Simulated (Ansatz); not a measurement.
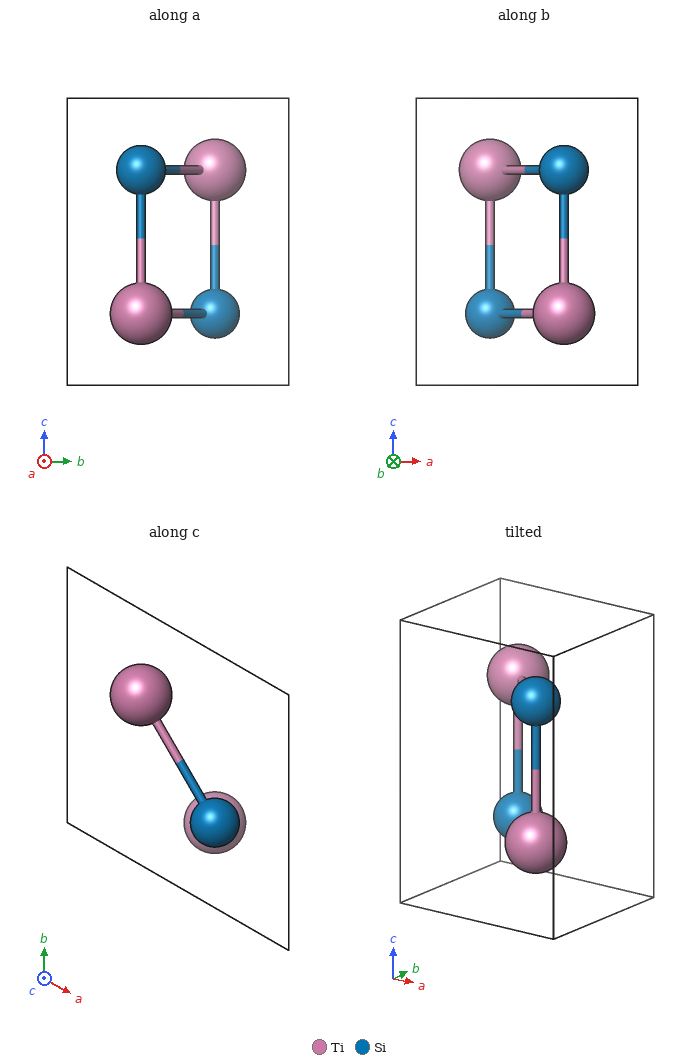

This ball-and-stick model is shown along the a axis, along the b axis, along the c axis and slightly off an axis. The conventional unit cell is outlined; an atom on or near a face, edge or corner is repeated at each equivalent position.

Lattice parameters: a = 4.3891 Å, b = 4.3891 Å, c = 4.9357 Å, α = 90.000°, β = 90.000°, γ = 120.000°.

> From the views, write a CIF with its space group and independent sites.

```cif
data_structure
_symmetry_space_group_name_H-M 'P 63/m m c'
_symmetry_Int_Tables_number 194
_cell_length_a 4.3891
_cell_length_b 4.3891
_cell_length_c 4.9357
_cell_angle_alpha 90.000
_cell_angle_beta 90.000
_cell_angle_gamma 120.000
_cell_volume 82.34
loop_
_atom_site_label
_atom_site_type_symbol
_atom_site_symmetry_multiplicity
_atom_site_Wyckoff_symbol
_atom_site_fract_x
_atom_site_fract_y
_atom_site_fract_z
_atom_site_occupancy
Ti1 Ti 2 d 0.3333 0.6667 0.7500 1
Si1 Si 2 c 0.3333 0.6667 0.2500 1
```

The structure was taken from a structure type filled with these elements by a generator (whether the compound takes this form wasn't checked). What is shown is the relaxed result from DFT r2SCAN, scalar-relativistic, plane waves, PAW in Ansatz.
